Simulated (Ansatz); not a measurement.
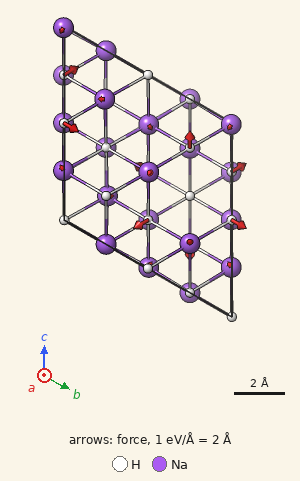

Starting geometry of a defect cell of composition Na15H17 (cell charge −1) with the computed forces as red arrows. A ball-and-stick model of the cell of the calculation (origin shifted), seen along the a axis.

Case: H on a Na site (a), charge -1, atoms relaxed at the host's cell.

Level of theory: Ansatz 0.2.0, DFT PBE, scalar-relativistic, plane waves, PAW.

Input
```yaml
crystal:
  lattice:
    - [-4.8309073878, 4.8309073878, 4.8309073878]
    - [4.8309073878, -4.8309073878, 4.8309073878]
    - [4.8309073878, 4.8309073878, -4.8309073878]
  atoms:
    - { symbol: H, position: [0.5, 0.5, 0.0], spin: 0.143 }
    - { symbol: Na, position: [0.5, 0.7459884187, 0.7540115813] }
    - { symbol: Na, position: [0.5, 0.0, 0.5] }
    - { symbol: Na, position: [0.7459884187, 0.2540115813, 0.0] }
    - { symbol: Na, position: [0.5, 0.2540115813, 0.2459884187] }
    - { symbol: Na, position: [0.7459884187, 0.5, 0.7540115813] }
    - { symbol: Na, position: [0.7459884187, 0.7459884187, 0.4919768375] }
    - { symbol: Na, position: [0.0, 0.0, 0.0] }
    - { symbol: Na, position: [0.7459884187, -0.0080231625, 0.2459884187] }
    - { symbol: Na, position: [0.0080231625, 0.2540115813, 0.7540115813] }
    - { symbol: Na, position: [0.0, 0.5, 0.5] }
    - { symbol: Na, position: [0.2540115813, 0.7459884187, 0.0] }
    - { symbol: Na, position: [-0.0080231625, 0.7459884187, 0.2459884187] }
    - { symbol: Na, position: [0.2540115813, 0.0080231625, 0.7540115813] }
    - { symbol: Na, position: [0.2540115813, 0.2540115813, 0.5080231625] }
    - { symbol: Na, position: [0.2540115813, 0.5, 0.2459884187] }
    - { symbol: H, position: [0.5, 0.749399086, 0.249399086], spin: 0.143 }
    - { symbol: H, position: [0.5, 0.0, 0.0] }
    - { symbol: H, position: [0.5, 0.250600914, 0.750600914], spin: 0.143 }
    - { symbol: H, position: [0.749399086, 0.5, 0.249399086], spin: 0.143 }
    - { symbol: H, position: [0.5, 0.5, 0.5] }
    - { symbol: H, position: [0.749399086, 0.749399086, 0.0], spin: 0.143 }
    - { symbol: H, position: [0.75, 0.0, 0.75] }
    - { symbol: H, position: [0.0, 0.25, 0.25] }
    - { symbol: H, position: [0.75, 0.25, 0.5] }
    - { symbol: H, position: [0.0, 0.5, 0.0] }
    - { symbol: H, position: [0.0, 0.75, 0.75] }
    - { symbol: H, position: [0.25, 0.0, 0.25] }
    - { symbol: H, position: [0.0, 0.0, 0.5] }
    - { symbol: H, position: [0.250600914, 0.250600914, 0.0], spin: 0.143 }
    - { symbol: H, position: [0.250600914, 0.5, 0.750600914], spin: 0.143 }
    - { symbol: H, position: [0.25, 0.75, 0.5] }
  host:
    lattice:
      - [0.0, 2.4154536939, 2.4154536939]
      - [2.4154536939, 0.0, 2.4154536939]
      - [2.4154536939, 2.4154536939, 0.0]
    atoms:
      - { symbol: Na, position: [0.0, 0.0, 0.0] }
      - { symbol: H, position: [0.5, 0.5, 0.5] }
total_charge: -1
basis:
  ecutwfc: 420
  xc_grid: 2
kpoints:
  mp_grid: { grid: [2, 2, 2], shift: [0.5, 0.5, 0.5] }
hamiltonian:
  xc: pbe
scf:
  occupations: { method: gaussian, width: 0.01 }
output:
  forces: true
  stress: false
  eigenvalues: true
  populations: true
  charged_corrections:
    defect_position: [0.5, 0.5, 0.0]
    epsilon: [[10.1098, 0.0, 0.0], [0.0, 10.1098, 0.0], [0.0, 0.0, 10.1098]]
  write_density: true
  write_potential: true
  elf: true
  volumetric_format: npy
magnetization:
  spin_polarized: true
relax:
  adjacent_minimum: "off"
  f_tol: 0.025
  max_steps: 45
```

Command:
```bash
ansatz run input.yaml --threads 4 --pin off --max-ram 6144MiB --backend cpu --events-out ev --progress --plain --runs-dir out
```

**What follows when this structure is relaxed?**

It isn't relaxed: the largest force vector, on H atoms, is 0.44 eV/Å. The atoms end up moving mostly along the starting forces (cosine between the two patterns 0.97). The energy falls by 0.268 eV per cell of the calculation in 2 geometry steps. The largest force component goes from 0.44 to 0.016 eV/Å. The largest moves, 0.18 Å, are those of H17, H19, H20, H22, H30 and H31. H22 goes along [1 1 0]. By element the largest moves are H 0.18 Å, Na 0.03 Å. The cell stays as it was. Near-neighbour distances that change, for instance: Na11–H20 2.421 → 2.245 Å, Na10–H23 2.455 → 2.473 Å, Na10–H30 2.377 → 2.370 Å. Bond angles that change, for instance: H17–Na7–H20 91.6° → 101.0°, Na7–H17–Na12 178.4° → 169.0°, H17–Na7–H27 178.3° → 173.2°. Cost: 19 s on 4 threads of Arm Neoverse V1, with other jobs on the host, peak memory 1.1 GiB.

Limits of the set-up: the periodic images lie only 8.4 Å apart, so the values are limited by the cell's size; the cell is charged, on a uniform background, and energies carry no finite-size correction.
